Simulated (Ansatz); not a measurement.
# BN: 5 runs along one coordinate

System: BN (2 atoms in the cell).
Method: DFT PBE, scalar-relativistic, plane waves, PAW, no spin polarisation (Ansatz 0.2.0).

The 5 runs differ only in the geometry, by a strain of the cell at fixed fractional positions. Against run 3, the strain is εxx = η and εyy = η. The structure derives from a Materials Project entry.

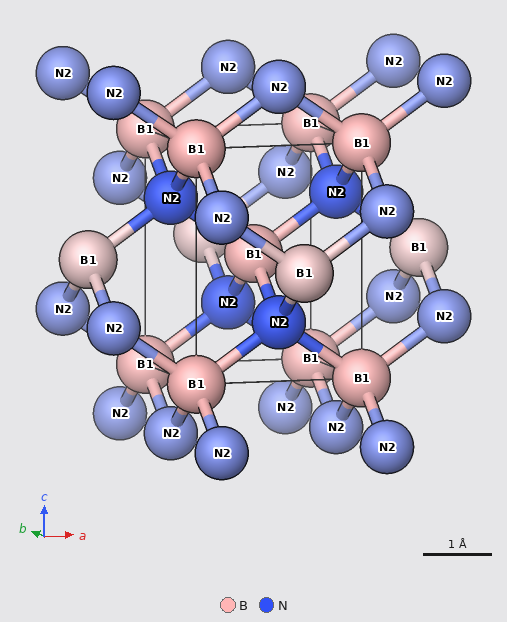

Figure 1. The structure of run 3 (ball-and-stick view of the cell 2 times as large as that of the calculation, set on its symmetry axes, seen slightly off an axis; neighbours outside the cell are drawn fainter; atoms are numbered from 1 in the order of the input).

### Input of run 3
```yaml
crystal:
  lattice:
    - [0.0, 1.813001, 1.75861097]
    - [1.813001, 0.0, 1.75861097]
    - [1.813001, 1.813001, 0.0]
  atoms:
    - { symbol: B, position: [0.0, 0.0, 0.0] }
    - { symbol: "N", position: [0.75, 0.75, 0.75] }
basis:
  ecutwfc: 420
kpoints:
  mp_grid: { grid: [12, 12, 12] }
hamiltonian:
  xc: pbe
scf:
  occupations: { method: gaussian, width: 0.05 }
output:
  forces: true
  stress: true
  eigenvalues: true
```

Run 2 differs from it as follows:
```diff
-    - [0.0, 1.813001, 1.75861097]
-    - [1.813001, 0.0, 1.75861097]
-    - [1.813001, 1.813001, 0.0]
+    - [0.0, 1.785805985, 1.75861097]
+    - [1.785805985, 0.0, 1.75861097]
+    - [1.785805985, 1.785805985, 0.0]
```

### Results, with one run withheld

| run | strain parameter η (%) | free energy per atom, from the lowest run given (meV) | pressure (GPa) | gap on the mesh (eV) |
| --- | --- | --- | --- | --- |
| 1 | −3.0000 | 46.33 | 39.57 | 4.55 |
| 2 | −1.5000 | ? | ? | ? |
| 3 | 0.0000 | 0.00 | 11.50 | 3.95 |
| 4 | 1.5000 | 2.06 | −0.18 | 3.69 |
| 5 | 3.0000 | 18.96 | −10.51 | 3.46 |

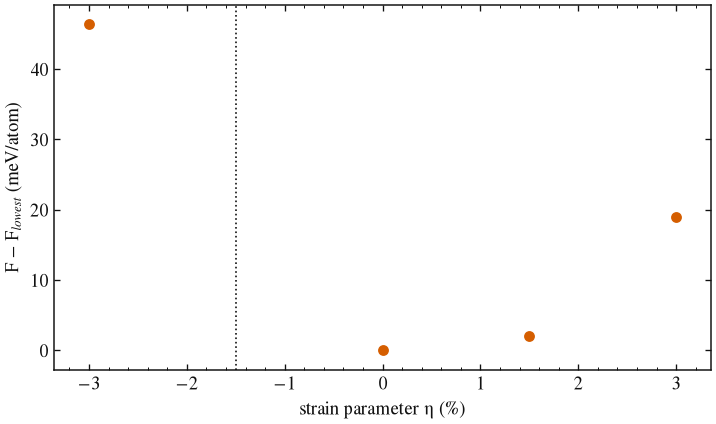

Figure 2. Free energy per atom of the runs given; the dotted line marks run 2.

Estimate the energy of run 2 from the others.

A quadratic polynomial in the coordinate, fitted to the 4 runs given, misses them by at most 0.43 meV per atom. With x = η − 0.3750, it reads F = −0.86783 − 1.8278 x + 3.5973 x² (meV per atom). At run 2 it gives 15.21 meV per atom, and the run itself gives 14.25. The fit has its minimum at η = 0.6291 %. So low a polynomial doesn't follow these energies more closely. The gap on the mesh goes, without turning, from 4.55 eV in run 1 to 3.46 eV in run 5; run 2 has 4.24 eV. These are gaps of this functional on this mesh, which can miss the band edges; they aren't the measured gap.

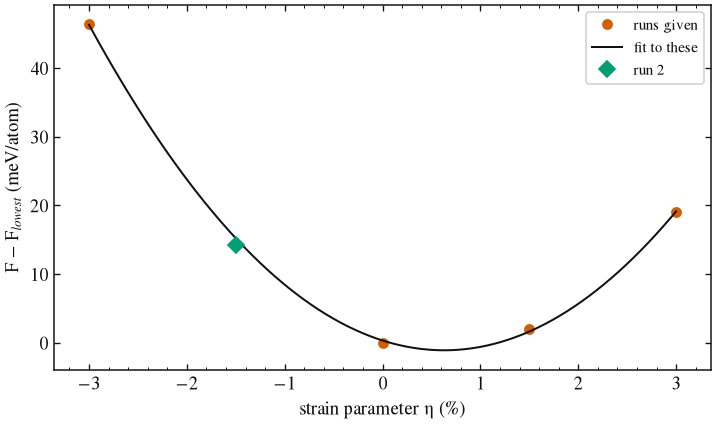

Figure 3. The fit and the withheld run.

### Output, shortened to warnings, some set-up lines, iterations and results (run 2)
```
Basis set: ecut = 420 eV, 213 PW (Γ), exchange–correlation on 36×36×36 points (8 copies of the dense FFT grid, shifted against one another)
Symmetry: 8 space group operations
k-points: 163 of 1728 (time reversal used)
Initial density: superposition of atomic densities (neutral atoms: chi_scale 0, normalization atom), corrected by the library's trained network
[...]
SCF iter   1: F=—  HF=-542.221292 eV  |F-HF|=—  |Δ(HF+E_count)|=         —  Δρ=1.97e-3  dr2=1.16e-4  ethr=1.77e-3  ⟨swp⟩=4.3  Hψ=8330  notcnv=0
SCF iter   2: F=—  HF=-542.221586 eV  |F-HF|=—  |Δ(HF+E_count)|=   2.95e-4  Δρ=9.25e-4  dr2=3.12e-5  ethr=1.45e-6  ⟨swp⟩=2.0  Hψ=3260  notcnv=0
SCF iter   3: F=—  HF=-542.221701 eV  |F-HF|=—  |Δ(HF+E_count)|=   1.14e-4  Δρ=3.54e-4  dr2=7.76e-6  ethr=3.90e-7  ⟨swp⟩=2.1  Hψ=1917  notcnv=0
SCF iter   4: F=-542.221703 eV  HF=-542.221702 eV  |F-HF|=6.10e-8  |Δ(HF+E_count)|=   1.77e-6  Δρ=3.60e-5  dr2=5.70e-8  ethr=9.70e-8  ⟨swp⟩=2.8  Hψ=2078  notcnv=0
SCF iter   5: F=-542.221703 eV  HF=-542.221703 eV  |F-HF|=8.26e-9  |Δ(HF+E_count)|=   7.30e-8  Δρ=1.01e-5  dr2=3.37e-9  ethr=7.12e-10  ⟨swp⟩=2.3  Hψ=1942  notcnv=0
SCF iter   6: F=-542.221703 eV  HF=-542.221703 eV  |F-HF|=2.91e-11  |Δ(HF+E_count)|=   9.08e-9  Δρ=5.64e-7  dr2=1.06e-11  ethr=4.21e-11  ⟨swp⟩=1.1  Hψ=4004  notcnv=0
SCF 1 converged in 6 iterations: F = -542.221703 eV  dr2 = 1.06e-11
SCF converged after 6 iterations
Free energy (F): -542.221703 eV
Harris-Foulkes:  -542.221703 eV  (|F-HF|=2.91e-11)
Internal energy: -542.221703 eV  (E = F + TS)
E sigma→0 (E₀):  -542.221703 eV
Fermi energy:    14.252347 eV
--- Per-component energies (eV) ---
  E_band       = 31.117071
  E_kinetic    = 188.743040
  E_local      = -170.206250  (includes V_loc(G=0)·N_el)
  E_nonlocal   = 57.054207
  E_hartree    = 47.775660
  E_xc         = -94.210621
  E_vxc        = -117.232917  (∫ρ·V_xc dr)
  E_paw        = -206.767633  (= ΣΔE_a)
  E_vpaw       = -22.792449  (= ΣTr[D̂ρ^β])
  E_aug_tail   = 0.000103  (compensation charges beyond the density's cutoff)
  E_ewald      = -364.610208
  E_smearing   = -0.000000  (= −TS)
  E_closure    = 0.000000  (closes the sum)
  Σ components = -542.221703   (vs F -542.221703, Δ=0.00e0)
--- Forces (eV/Å), atoms counted from 1 ---
  atom   1  B     -0.00000000     0.00000000    -0.00000000
  atom   2  N      0.00000000    -0.00000000     0.00000000
  max |Σ_I F_I| component: 3.96e-16 eV/Å
--- Stress (GPa, compression-positive) ---
       21.466969      -0.000000       0.000000
        0.000000      21.466969       0.000000
       -0.000000       0.000000      31.137070
  P = ⅓ Tr σ = 24.6903 GPa (246.903 kbar)
```
